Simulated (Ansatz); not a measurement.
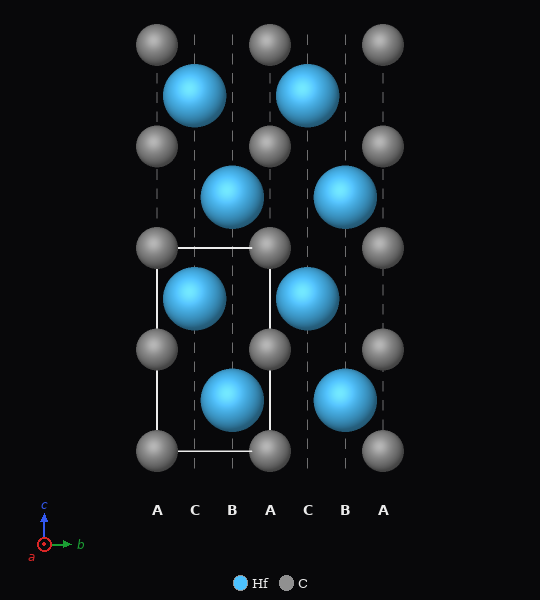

Projection along an edge of the hexagonal mesh, stacking direction c upwards. The dashed lines mark the three columns A (0, 0), B (1/3, 2/3) and C (2/3, 1/3). The sequence starts with the first layer at or above the cell's origin.

HfC (space group P6_3/mmc, No. 194). Coordinates: the input geometry of an electronic-structure calculation (not necessarily at equilibrium).

> List the layers of one repeat.

C(A) – Hf(B) – C(A) – Hf(C) (four layers in 5.20 Å).

> How are the C layers alone stacked?

C layers alone: AA, a sequence in which some neighbouring layers lie directly above each other.

> Which positions between or in the C layers do the other atoms fill?

Hf: two trigonal-prismatic sites, counted in one hexagonal cell.

Heights of the layers:

```csv
layer,atoms (column),height (Å),to next (Å)
1,C(A),0.00,1.30
2,Hf(B),1.30,1.30
3,C(A),2.60,1.30
4,Hf(C),3.90,1.30
```
